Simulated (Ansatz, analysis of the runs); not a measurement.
# Conductance against length: SiH2(OSiH2)1 chain with amine ends, between Au (111) faces with adatoms, and longer members, part 3 of 4

Wanted: G and thermopower along the series, and a fit against length.

Ansatz 0.2.0; DFT PBE, plane waves, PAW; relaxation of a junction, electrodes held but for their tips (the session's first sound run).

So far, transmission at the Fermi level (a spin, zone mean): step 3 (transmission between the leads, 87 atoms, molecule siloxane …) 8.7e-4.

## Step 5: Relaxing the junction, 91 atoms, molecule siloxane 2, amine ends, units 2

This step: DFT PBE, plane waves, PAW; relaxation of a junction, electrodes held but for their tips (Ansatz 0.2.0).

System of this step: SiH2(OSiH2)2 chain with amine ends, between Au (111) faces with adatoms. The cell holds 91 atoms: 74 Au, 2 N, 3 Si, 2 O and 10 H. Its edges and angles: a = 8.825 Å, b = 8.825 Å, c = 32.965 Å, α = 90.0°, β = 90.0°, γ = 60.0°. Electrodes: Au (111) 3x3 face with an adatom; the apex atoms were set 11.686 Å apart; the free molecule is N[SiH2]O[SiH2]O[SiH2]N. Regions: lower lead, 37 atoms (37 Au); bridge, 17 atoms (2 N, 3 Si, 2 O and 10 H); upper lead, 37 atoms (37 Au). The structure is stacked along c, and the current runs across the ab planes.

The bridge and the electrodes' tips relax, while 72 atoms stay at the lead's spacing, so that the ends still repeat as a lead.

Contents of input.yaml:

```yaml
crystal:
  lattice:
    - [8.8246926292, 0.0, 0.0]
    - [4.4123463146, 7.6424079975, 0.0]
    - [0.0, 0.0, 32.9653639885]
  atoms:
    - { symbol: Au, position: [0.722222222, 0.722222222, 0.0] }
    - { symbol: Au, position: [0.722222222, 0.055555556, 0.0] }
    - { symbol: Au, position: [0.722222222, 0.388888889, 0.0] }
    - { symbol: Au, position: [0.055555556, 0.722222222, 0.0] }
    - { symbol: Au, position: [0.055555556, 0.055555556, 0.0] }
    - { symbol: Au, position: [0.055555556, 0.388888889, 0.0] }
    - { symbol: Au, position: [0.388888889, 0.722222222, 0.0] }
    - { symbol: Au, position: [0.388888889, 0.055555556, 0.0] }
    - { symbol: Au, position: [0.388888889, 0.388888889, 0.0] }
    - { symbol: Au, position: [0.833333333, 0.833333333, 0.072857594] }
    - { symbol: Au, position: [0.833333333, 0.166666667, 0.072857594] }
    - { symbol: Au, position: [0.833333333, 0.5, 0.072857594] }
    - { symbol: Au, position: [0.166666667, 0.833333333, 0.072857594] }
    - { symbol: Au, position: [0.166666667, 0.166666667, 0.072857594] }
    - { symbol: Au, position: [0.166666667, 0.5, 0.072857594] }
    - { symbol: Au, position: [0.5, 0.833333333, 0.072857594] }
    - { symbol: Au, position: [0.5, 0.166666667, 0.072857594] }
    - { symbol: Au, position: [0.5, 0.5, 0.072857594] }
    - { symbol: Au, position: [0.944444444, 0.944444444, 0.145715189] }
    - { symbol: Au, position: [0.944444444, 0.277777778, 0.145715189] }
    - { symbol: Au, position: [0.944444444, 0.611111111, 0.145715189] }
    - { symbol: Au, position: [0.277777778, 0.944444444, 0.145715189] }
    - { symbol: Au, position: [0.277777778, 0.277777778, 0.145715189] }
    - { symbol: Au, position: [0.277777778, 0.611111111, 0.145715189] }
    - { symbol: Au, position: [0.611111111, 0.944444444, 0.145715189] }
    - { symbol: Au, position: [0.611111111, 0.277777778, 0.145715189] }
    - { symbol: Au, position: [0.611111111, 0.611111111, 0.145715189] }
    - { symbol: Au, position: [0.055555556, 0.055555556, 0.218572783] }
    - { symbol: Au, position: [0.055555556, 0.388888889, 0.218572783] }
    - { symbol: Au, position: [0.055555556, 0.722222222, 0.218572783] }
[... 7 lines left out ...]
    - { symbol: "N", position: [0.489889761, 0.500023388, 0.353464641] }
    - { symbol: Si, position: [0.667000047, 0.500018129, 0.373015882] }
    - { symbol: O, position: [0.641510944, 0.500010407, 0.422437188] }
    - { symbol: Si, position: [0.748521444, 0.499993706, 0.463571418] }
    - { symbol: O, position: [0.641525364, 0.499985078, 0.504706049] }
    - { symbol: Si, position: [0.667019324, 0.499986283, 0.554127259] }
    - { symbol: "N", position: [0.489917962, 0.499971054, 0.573677743] }
    - { symbol: H, position: [0.486999049, 0.394220475, 0.364656516] }
    - { symbol: H, position: [0.381198495, 0.60584085, 0.364652161] }
    - { symbol: H, position: [0.663463404, 0.661484955, 0.359839694] }
    - { symbol: H, position: [0.824928307, 0.338552032, 0.359836633] }
    - { symbol: H, position: [0.767248388, 0.6576253, 0.46357376] }
    - { symbol: H, position: [0.924875275, 0.342355659, 0.463568912] }
    - { symbol: H, position: [0.663461944, 0.661461909, 0.567305639] }
    - { symbol: H, position: [0.824950897, 0.338522728, 0.567304957] }
    - { symbol: H, position: [0.487050935, 0.394148962, 0.562490769] }
    - { symbol: H, position: [0.381222396, 0.605769444, 0.562485126] }
[... 29 lines left out ...]
    - { symbol: Au, position: [0.611111111, 0.944444444, 0.927142406] }
    - { symbol: Au, position: [0.611111111, 0.277777778, 0.927142406] }
    - { symbol: Au, position: [0.944444444, 0.611111111, 0.927142406] }
    - { symbol: Au, position: [0.944444444, 0.944444444, 0.927142406] }
    - { symbol: Au, position: [0.944444444, 0.277777778, 0.927142406] }
    - { symbol: Au, position: [0.277777778, 0.611111111, 0.927142406] }
    - { symbol: Au, position: [0.277777778, 0.944444444, 0.927142406] }
    - { symbol: Au, position: [0.277777778, 0.277777778, 0.927142406] }
kpoints:
  mp_grid: { grid: [2, 2, 1] }
scf:
  occupations: { method: fermi_dirac, width: 0.1 }
hamiltonian:
  xc: pbe
relax:
  constraints:
    - { sites: [0, 1, 2, 3, 4, 5, 6, 7, 8, 9, 10, 11, 12, 13, 14, 15, 16, 17, 18, 19, 20, 21, 22, 23, 24, 25, 26, 27, 28, 29, 30, 31, 32, 33, 34, 35, 55, 56, 57, 58, 59, 60, 61, 62, 63, 64, 65, 66, 67, 68, 69, 70, 71, 72, 73, 74, 75, 76, 77, 78, 79, 80, 81, 82, 83, 84, 85, 86, 87, 88, 89, 90] }
  f_tol: 0.05
  max_steps: 35
```

The run is started by

```console
ansatz run input.yaml --threads 16 --pin off --max-ram 61440MiB --backend cuda --events-out ev --progress --plain --runs-dir out --max-vram 78GiB
```

Numbers of over 12 decimals in the logs are rounded to 6 here.

Log:

```text
Warning: at least one further symmetry operation maps every atom of the structure, as the run holds it, onto an atom to within 2.51e-5 (fractional), and is not used: no operation is sought that the atoms, as the run holds them, miss by more than 2.00e-5, twice crystal.symmetry.tolerance (1.0e-5). The run uses 1 unitary operations. The run imposes no operation that its atoms and lattice do not hold. Figures that only  [...]
[...]
Crystal: 91 atoms, lattice volume = 2223.247 Å³
[...]
- { symbol: H, position: [0.947415, 0.339138, 0.463518] }
    - { symbol: H, position: [0.653357, 0.663323, 0.568993] }
    - { symbol: H, position: [0.817114, 0.336509, 0.569030] }
    - { symbol: H, position: [0.466974, 0.390827, 0.567225] }
    - { symbol: H, position: [0.358085, 0.607665, 0.567088] }
[...]
- { symbol: Au, position: [0.944444, 0.277777778, 0.927142406] }
    - { symbol: Au, position: [0.277778, 0.611111111, 0.927142406] }
    - { symbol: Au, position: [0.277778, 0.944444, 0.927142406] }
    - { symbol: Au, position: [0.277778, 0.277777778, 0.927142406] }
[key lines of the parts left out:]
SCF converged after 7 iterations
```

Run time: 16 s. Hardware: 1 × NVIDIA GB200 with 16 threads of Arm Neoverse V2, shared host; peak memory 1.9 GiB; 47 s of CPU time.

Relaxation path:

```tsv
step	energy less that of the first step (eV)	largest force component (eV/Å)
1	0.0000	1.8299
2	-0.3004	0.8872
3	-0.4186	0.3043
4	-0.3883	1.1271
5	-0.4574	0.1305
6	-0.4614	0.0442
```

Relaxation step 4 was tried and not accepted.

The atoms that moved most (Å):

```tsv
atom	dx	dy	dz	length
H53	-0.192	-0.025	0.156	0.249
H46	-0.192	0.025	-0.156	0.249
H54	-0.196	0.014	0.152	0.248
H45	-0.196	-0.015	-0.152	0.248
Si41	0.198	0.000	0.000	0.198
H49	0.185	0.025	0.002	0.186
H50	0.185	-0.025	-0.002	0.186
O40	0.183	0.002	0.023	0.185
```

The largest force component on a free atom ends at 0.044 eV/Å, under the limit of 0.05. The apex atoms end 11.80 Å apart, and their nearest bridge atoms lie at 2.30 Å (Au–N) and 2.30 Å (Au–N).

## Step 6: The open system, 91 atoms, molecule siloxane 2, amine ends, units 2

This step: DFT PBE, plane waves, PAW; transmission of a junction between electrodes (Ansatz 0.2.0).

The transmission is computed for this geometry in the same way.

input.yaml, as its differences from that of step 5:

```diff
@@ -37,19 +37,19 @@
 [... 7 lines left out ...]
-    - { symbol: "N", position: [0.489889761, 0.500023388, 0.353464641] }
-    - { symbol: Si, position: [0.667000047, 0.500018129, 0.373015882] }
-    - { symbol: O, position: [0.641510944, 0.500010407, 0.422437188] }
-    - { symbol: Si, position: [0.748521444, 0.499993706, 0.463571418] }
-    - { symbol: O, position: [0.641525364, 0.499985078, 0.504706049] }
-    - { symbol: Si, position: [0.667019324, 0.499986283, 0.554127259] }
-    - { symbol: "N", position: [0.489917962, 0.499971054, 0.573677743] }
-    - { symbol: H, position: [0.486999049, 0.394220475, 0.364656516] }
-    - { symbol: H, position: [0.381198495, 0.60584085, 0.364652161] }
-    - { symbol: H, position: [0.663463404, 0.661484955, 0.359839694] }
-    - { symbol: H, position: [0.824928307, 0.338552032, 0.359836633] }
-    - { symbol: H, position: [0.767248388, 0.6576253, 0.46357376] }
-    - { symbol: H, position: [0.924875275, 0.342355659, 0.463568912] }
-    - { symbol: H, position: [0.663461944, 0.661461909, 0.567305639] }
-    - { symbol: H, position: [0.824950897, 0.338522728, 0.567304957] }
-    - { symbol: H, position: [0.487050935, 0.394148962, 0.562490769] }
-    - { symbol: H, position: [0.381222396, 0.605769444, 0.562485126] }
+    - { symbol: "N", position: [0.4756807219, 0.5004952364, 0.3540177877] }
+    - { symbol: Si, position: [0.6629479624, 0.5002194241, 0.3729140264] }
+    - { symbol: O, position: [0.6621356137, 0.5002611629, 0.4231418657] }
+    - { symbol: Si, position: [0.7709251994, 0.499994532, 0.4635722146] }
+    - { symbol: O, position: [0.6623994287, 0.4997374354, 0.5040029121] }
+    - { symbol: Si, position: [0.6631643779, 0.4997848558, 0.5542307306] }
+    - { symbol: "N", position: [0.4761767576, 0.4994978912, 0.5731256545] }
+    - { symbol: H, position: [0.4657643939, 0.3923226911, 0.3600547832] }
+    - { symbol: H, position: [0.3578025949, 0.6091614491, 0.3599187619] }
+    - { symbol: H, position: [0.6536117086, 0.663501623, 0.3581159493] }
+    - { symbol: H, position: [0.8166856988, 0.3366878235, 0.3581508095] }
+    - { symbol: H, position: [0.7865747294, 0.6608419389, 0.4636262178] }
+    - { symbol: H, position: [0.9474150079, 0.339137949, 0.4635176808] }
+    - { symbol: H, position: [0.6533570416, 0.6633233354, 0.5689933424] }
+    - { symbol: H, position: [0.8171142184, 0.3365092343, 0.5690301744] }
+    - { symbol: H, position: [0.4669736953, 0.390826531, 0.5672249371] }
+    - { symbol: H, position: [0.3580852545, 0.6076654561, 0.5670877654] }
 [... 29 lines left out ...]
@@ -64,3 +64,3 @@
 kpoints:
-  mp_grid: { grid: [2, 2, 1] }
+  mp_grid: { grid: [4, 4, 1] }
 scf:
@@ -69,6 +69,7 @@
   xc: pbe
-relax:
-  constraints:
-    - { sites: [0, 1, 2, 3, 4, 5, 6, 7, 8, 9, 10, 11, 12, 13, 14, 15, 16, 17, 18, 19, 20, 21, 22, 23, 24, 25, 26, 27, 28, 29, 30, 31, 32, 33, 34, 35, 55, 56, 57, 58, 59, 60, 61, 62, 63, 64, 65, 66, 67, 68, 69, 70, 71, 72, 73, 74, 75, 76, 77, 78, 79, 80, 81, 82, 83, 84, 85, 86, 87, 88, 89, 90] }
-  f_tol: 0.05
-  max_steps: 35
+output:
+  transmission: { leads: [[82, 0]], e_range: [-0.7, 0.7], de: 0.035, kmesh: [4, 4] }
+  dos: { projected: true, e_range: [-5, 4] }
+  write_potential: true
+  write_density: true
+  volumetric_format: npy
```

Atom lines that are left out differ too.

Log:

```text
[...]
Crystal: 91 atoms, lattice volume = 2223.247 Å³
Basis set: ecut = 420 eV, 43485 PW (Γ)
Bands: 870, of which v1, the nominal top of the filled ones, is band 725 counted from 1 (724 counted from 0)
Symmetry: 1 space group operations
[...]
k-points: 10 of 16 (time reversal used)
[...]
SCF converged after 9 iterations
[...]
--- Transmission ---
  basis      : 595 plane waves across, 51 finite elements along
  points     : 10, standing for a mesh of 4 x 4
  on the GPU : 10 of these points
[...]
filled         : 0.0 meV over the level at which it is neutral
    channels       : 7.687500e0 a spin
[...]
junction   : crystal 0 to crystal 0, -0.50 to 30.06 Å
    transmission   : 1.212155e-5 a spin
[...]
resistance     : 7.1002e2 Ω µm² beyond half of each lead's own
```

It took 3.9 min on 1 × NVIDIA GB200 with 16 threads; peak memory 19 GiB.

Table of transmission, one spin by energy, zero at the Fermi level:

```tsv
energy (eV)	transmission, one spin
-0.700	3.8e-6
-0.595	5.1e-6
-0.490	7.5e-6
-0.385	5.8e-6
-0.280	6.6e-6
-0.175	8.1e-6
-0.070	1.0e-5
0.000	1.2e-5
0.070	1.5e-5
0.175	2.1e-5
0.280	2.5e-5
0.385	2.9e-5
0.490	3.9e-5
0.595	5.4e-5
0.700	7.9e-5
```

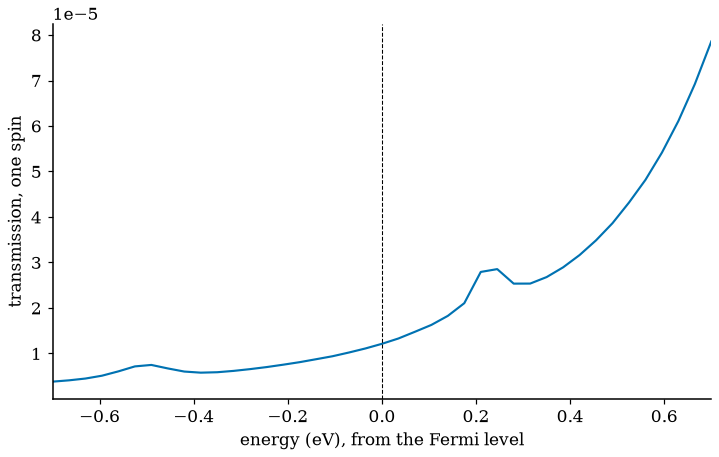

Transmission, one spin, plotted against energy.

The conductance is 1.2e-5 G₀. The conductance is 0.014 times that of the last run that gave one. The lead's Hamiltonian steps by 22.8 meV, which the program lets pass, though it counts in the error estimate. The largest term of the program's error estimate is over 1000 %, from band edges of the leads and from resonances.

## Step 7: Conductance and thermopower from T(E), 91 atoms

This step: Landauer integrals over the computed T(E), interpolated linearly between its energies (analysis of the runs above).

The thermopower is -19.7 μV/K. The Lorenz ratio is 1.03, where the Wiedemann-Franz law gives 1. These values rest on a semilocal level alignment and on the mesh across the current. Moving the level by up to 0.1 eV either way gives -25 to -17 μV/K.

## Step 8: Relaxation of the scattering region, 95 atoms, molecule siloxane 3, amine ends, units 3

This step: DFT PBE, plane waves, PAW; relaxation of a junction, electrodes held but for their tips (Ansatz 0.2.0).

System of this step: SiH2(OSiH2)3 chain with amine ends, between Au (111) faces with adatoms. The cell holds 95 atoms: 74 Au, 2 N, 4 Si, 3 O and 12 H. Cell: a = 8.825 Å, b = 8.825 Å, c = 34.927 Å, α = 90.0°, β = 90.0°, γ = 60.0°. Electrodes: Au (111) 3x3 face with an adatom; the apex atoms were set 13.647 Å apart; the free molecule is N[SiH2]O[SiH2]O[SiH2]O[SiH2]N. Regions: lower lead, 37 atoms (37 Au); bridge, 21 atoms (2 N, 4 Si, 3 O and 12 H); upper lead, 37 atoms (37 Au). The structure is stacked along c, and the current runs across the ab planes.

The bridge and the electrodes' tips relax, while 72 atoms stay at the lead's spacing, so that the ends still repeat as a lead.

Contents of input.yaml:

```yaml
crystal:
  lattice:
    - [8.8246926292, 0.0, 0.0]
    - [4.4123463146, 7.6424079975, 0.0]
    - [0.0, 0.0, 34.926576246]
  atoms:
    - { symbol: Au, position: [0.722222222, 0.722222222, 0.0] }
    - { symbol: Au, position: [0.722222222, 0.055555556, 0.0] }
    - { symbol: Au, position: [0.722222222, 0.388888889, 0.0] }
    - { symbol: Au, position: [0.055555556, 0.722222222, 0.0] }
    - { symbol: Au, position: [0.055555556, 0.055555556, 0.0] }
    - { symbol: Au, position: [0.055555556, 0.388888889, 0.0] }
    - { symbol: Au, position: [0.388888889, 0.722222222, 0.0] }
    - { symbol: Au, position: [0.388888889, 0.055555556, 0.0] }
    - { symbol: Au, position: [0.388888889, 0.388888889, 0.0] }
    - { symbol: Au, position: [0.833333333, 0.833333333, 0.068766463] }
    - { symbol: Au, position: [0.833333333, 0.166666667, 0.068766463] }
    - { symbol: Au, position: [0.833333333, 0.5, 0.068766463] }
    - { symbol: Au, position: [0.166666667, 0.833333333, 0.068766463] }
    - { symbol: Au, position: [0.166666667, 0.166666667, 0.068766463] }
    - { symbol: Au, position: [0.166666667, 0.5, 0.068766463] }
    - { symbol: Au, position: [0.5, 0.833333333, 0.068766463] }
    - { symbol: Au, position: [0.5, 0.166666667, 0.068766463] }
    - { symbol: Au, position: [0.5, 0.5, 0.068766463] }
    - { symbol: Au, position: [0.944444444, 0.944444444, 0.137532926] }
    - { symbol: Au, position: [0.944444444, 0.277777778, 0.137532926] }
    - { symbol: Au, position: [0.944444444, 0.611111111, 0.137532926] }
    - { symbol: Au, position: [0.277777778, 0.944444444, 0.137532926] }
    - { symbol: Au, position: [0.277777778, 0.277777778, 0.137532926] }
    - { symbol: Au, position: [0.277777778, 0.611111111, 0.137532926] }
    - { symbol: Au, position: [0.611111111, 0.944444444, 0.137532926] }
    - { symbol: Au, position: [0.611111111, 0.277777778, 0.137532926] }
    - { symbol: Au, position: [0.611111111, 0.611111111, 0.137532926] }
    - { symbol: Au, position: [0.055555556, 0.055555556, 0.20629939] }
    - { symbol: Au, position: [0.055555556, 0.388888889, 0.20629939] }
    - { symbol: Au, position: [0.055555556, 0.722222222, 0.20629939] }
[... 7 lines left out ...]
    - { symbol: "N", position: [0.467794734, 0.438723317, 0.330166099] }
    - { symbol: Si, position: [0.660288804, 0.354898512, 0.353857753] }
    - { symbol: O, position: [0.61678184, 0.312462031, 0.397002369] }
    - { symbol: Si, position: [0.722067788, 0.232762956, 0.437733808] }
    - { symbol: O, position: [0.75843644, 0.377268392, 0.459511965] }
    - { symbol: Si, position: [0.844307197, 0.395734375, 0.499955448] }
    - { symbol: O, position: [0.715162753, 0.419862075, 0.536479355] }
    - { symbol: Si, position: [0.712199914, 0.45186323, 0.582937748] }
    - { symbol: "N", position: [0.526010869, 0.460935705, 0.598165487] }
    - { symbol: H, position: [0.425633583, 0.350832182, 0.331824791] }
    - { symbol: H, position: [0.37794304, 0.545803988, 0.344764696] }
    - { symbol: H, position: [0.712935711, 0.48932358, 0.354990189] }
    - { symbol: H, position: [0.787944135, 0.192277299, 0.334342235] }
    - { symbol: H, position: [0.615325911, 0.187152377, 0.462777018] }
    - { symbol: H, position: [0.89106833, 0.072069752, 0.429981253] }
    - { symbol: H, position: [0.868556634, 0.549790543, 0.49764363] }
    - { symbol: H, position: [0.017175361, 0.237158967, 0.505828339] }
    - { symbol: H, position: [0.861588502, 0.301648181, 0.601664562] }
    - { symbol: H, position: [0.700346058, 0.621258985, 0.591316355] }
    - { symbol: H, position: [0.424085651, 0.558647764, 0.583693476] }
    - { symbol: H, position: [0.529189552, 0.348913733, 0.589978754] }
[... 29 lines left out ...]
    - { symbol: Au, position: [0.611111111, 0.944444444, 0.931233537] }
    - { symbol: Au, position: [0.611111111, 0.277777778, 0.931233537] }
    - { symbol: Au, position: [0.944444444, 0.611111111, 0.931233537] }
    - { symbol: Au, position: [0.944444444, 0.944444444, 0.931233537] }
    - { symbol: Au, position: [0.944444444, 0.277777778, 0.931233537] }
    - { symbol: Au, position: [0.277777778, 0.611111111, 0.931233537] }
    - { symbol: Au, position: [0.277777778, 0.944444444, 0.931233537] }
    - { symbol: Au, position: [0.277777778, 0.277777778, 0.931233537] }
kpoints:
  mp_grid: { grid: [2, 2, 1] }
scf:
  occupations: { method: fermi_dirac, width: 0.1 }
hamiltonian:
  xc: pbe
relax:
  constraints:
    - { sites: [0, 1, 2, 3, 4, 5, 6, 7, 8, 9, 10, 11, 12, 13, 14, 15, 16, 17, 18, 19, 20, 21, 22, 23, 24, 25, 26, 27, 28, 29, 30, 31, 32, 33, 34, 35, 59, 60, 61, 62, 63, 64, 65, 66, 67, 68, 69, 70, 71, 72, 73, 74, 75, 76, 77, 78, 79, 80, 81, 82, 83, 84, 85, 86, 87, 88, 89, 90, 91, 92, 93, 94] }
  f_tol: 0.05
  max_steps: 35
```

Log:

```text
[...]
Crystal: 95 atoms, lattice volume = 2355.515 Å³
Basis set: ecut = 420 eV, 46047 PW (Γ), exchange–correlation on 120×120×480 points (8 copies of the dense FFT grid, shifted against one another)
Bands: 878, of which v1, the nominal top of the filled ones, is band 731 counted from 1 (730 counted from 0)
Symmetry: 1 space group operations
[...]
k-points: 4
[...]
- { symbol: Au, position: [0.500577, 0.503287, 0.662842] }
    - { symbol: Au, position: [0.277778, 0.277778, 0.724934] }
    - { symbol: Au, position: [0.277777778, 0.611111, 0.724934] }
    - { symbol: Au, position: [0.277778, 0.944444, 0.724934] }
    - { symbol: Au, position: [0.611111, 0.277778, 0.724934] }
[...]
- { symbol: Au, position: [0.944444, 0.277778, 0.931233537] }
    - { symbol: Au, position: [0.277777778, 0.611111, 0.931233537] }
    - { symbol: Au, position: [0.277778, 0.944444, 0.931233537] }
    - { symbol: Au, position: [0.277778, 0.277778, 0.931233537] }
[key lines of the parts left out:]
SCF converged after 8 iterations
```

Wall time 13 s (1 × NVIDIA GB200 with 16 threads); peak memory 1.9 GiB; 40 s of CPU time.

Relaxation path:

```tsv
step	energy less that of the first step (eV)	largest force component (eV/Å)
1	0.0000	1.8647
2	-0.3111	0.9110
3	-0.4318	0.3794
4	-0.4917	0.1240
5	-0.4997	0.0452
```

The atoms that moved most (Å):

```tsv
atom	dx	dy	dz	length
H48	-0.035	0.269	-0.165	0.317
H47	-0.101	0.241	-0.148	0.300
H58	-0.232	0.044	0.163	0.287
O40	0.239	0.061	0.035	0.249
O44	0.223	-0.049	0.091	0.246
H57	-0.189	0.080	0.131	0.243
H54	0.225	0.018	0.027	0.227
H55	-0.124	-0.010	0.187	0.225
```

The largest force component on a free atom ends at 0.045 eV/Å, under the limit of 0.05. The apex atoms end 13.78 Å apart, and their nearest bridge atoms lie at 2.28 Å (Au–N) and 2.28 Å (Au–N).

[end of part 3 of 4]

[Logs are printed without paths, hosts, clocks, repeated set-up lines and the standing remarks that a program may print on its own settings, such as how far it seeks lower states.]

[Hosts, paths, dates, database ids (printed as entryN), source tags and the programs' standing remarks are cut or masked in the printed files.]
